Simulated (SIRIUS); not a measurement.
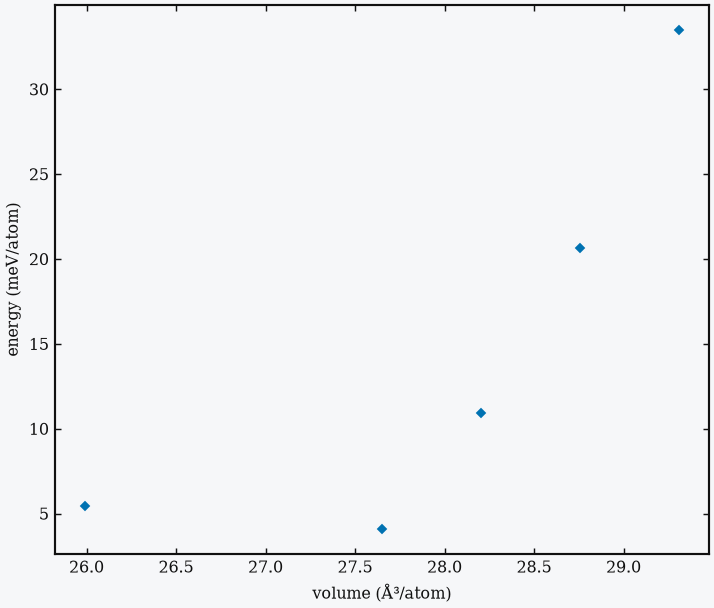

The figure shows the energy against volume for Sn, space group I4_1/amd (No. 141).

Structure:
```
Sn
1.0
    -2.94014    2.94014    1.59930
     2.94014   -2.94014    1.59930
     2.94014    2.94014   -1.59930
Sn
2
Direct
  0.00000 0.00000 0.00000
  0.75000 0.25000 0.50000
```

Calculation (SIRIUS 7.12.0): all-electron LAPW DFT, no spin polarisation; energies at scaled volumes of the given cell, shape and fractions fixed, counted from the fit's minimum, third-order Birch-Murnaghan fit. Level: PBEsol.

k mesh 9×9×9; occupations Fermi–Dirac; smearing width 0.05 eV; potentials all electron FP LAPW; program settings basis apw+lo standard, gk cutoff 3.31 1/bohr, pw cutoff 20 1/bohr.

The points at volume 26.54 Å³/atom and 27.10 Å³/atom are left out of the plot. What values does the calculation give there?

| volume (Å³/atom) | energy (meV/atom) |
| --- | --- |
| 26.54 | 0.54 |
| 27.10 | 0.37 |

Caveats: shape and atomic fractions are frozen while scaling, which makes layered, chain and framework solids too stiff.
